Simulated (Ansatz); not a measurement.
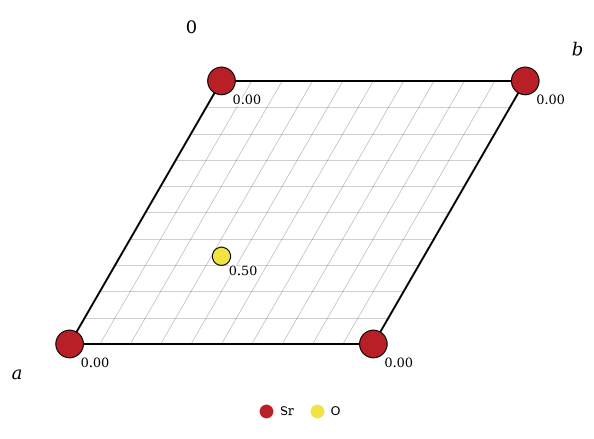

Plan of a unit cell projected along c (a down the page, b across); the numbers are heights as fractions of c, and atoms on the cell's edges are repeated. The grid marks tenths of a and b. Source: the input geometry of an electronic-structure calculation (not necessarily at equilibrium); the starting structure was generated, so it need not be a known form of this composition. Symmetry computed with spglib at a tolerance of 0.002 Å; standard conventional cell.

a = 3.478 Å, b = 3.478 Å, c = 3.158 Å, α = 90.00°, β = 90.00°, γ = 120.00°.

Q: What does the cell contain?

A: 1 Sr, 1 O: SrO, Z = 1.

Q: Which space group?

A: P-6m2 (No. 187), primitive hexagonal.

Q: Give the fractional coordinates of all atoms, to two places.

A:
| atom | x | y | z |
| --- | --- | --- | --- |
| Sr | 0.00 | 0.00 | 0.00 |
| O | 0.67 | 0.33 | 0.50 |
